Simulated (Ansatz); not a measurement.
```
Cu
1.0
     2.51980    0.00000    0.00000
    -1.25990    2.18221    0.00000
     0.00000    0.00000   31.41170
Cu
8
Cartesian
  0.0000 1.4548 8.5000
  0.0000 0.0000 10.5587
  1.2599 0.7274 12.6178
  0.0000 0.0000 14.6765
  0.0000 1.4548 16.7321
  0.0000 0.0000 18.7823
  1.2599 0.7274 20.8256
  0.0000 0.0000 22.8699
```

Computed without spin polarisation.

Method: DFT PBEsol, scalar-relativistic, plane waves, PAW in Ansatz 0.2.0.

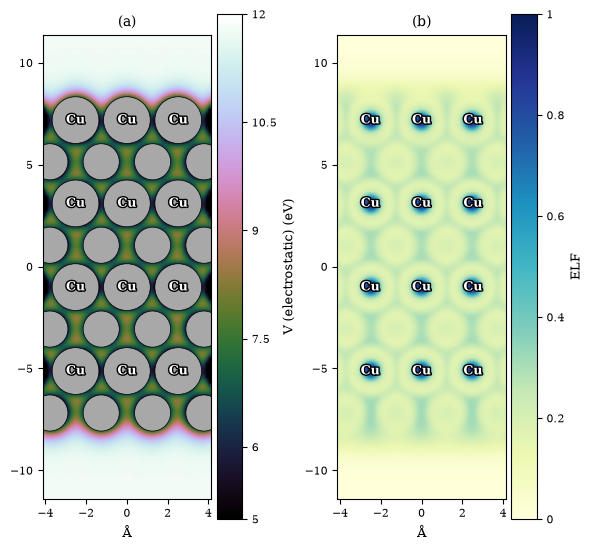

Cu (slab). (a) electrostatic potential (local pseudopotential plus Hartree) felt by an electron; (b) electron localisation function on the (11̄0) plane of the calculation cell, a cut from vacuum to vacuum. Grey discs cover the atomic cores in the potential map.

Core electrons are frozen (PAW), and the valence fields are smoothed inside the atomic spheres.

Describe what can be read from this map.

Answer. Atoms in the plane: Cu. Atoms just off the plane (Cu, 0.7 Å away) can leave unmarked features too. Cu–Cu (2.52 Å): the ELF is about 0.20 at the midpoint; no localised pair shows between them. The features right at Cu lie inside the PAW spheres, where the map follows smoothed inner orbitals and isn't to be read closely. Outside the cores the potential energy rises away from the atoms and is highest in the vacuum; its zero is arbitrary.
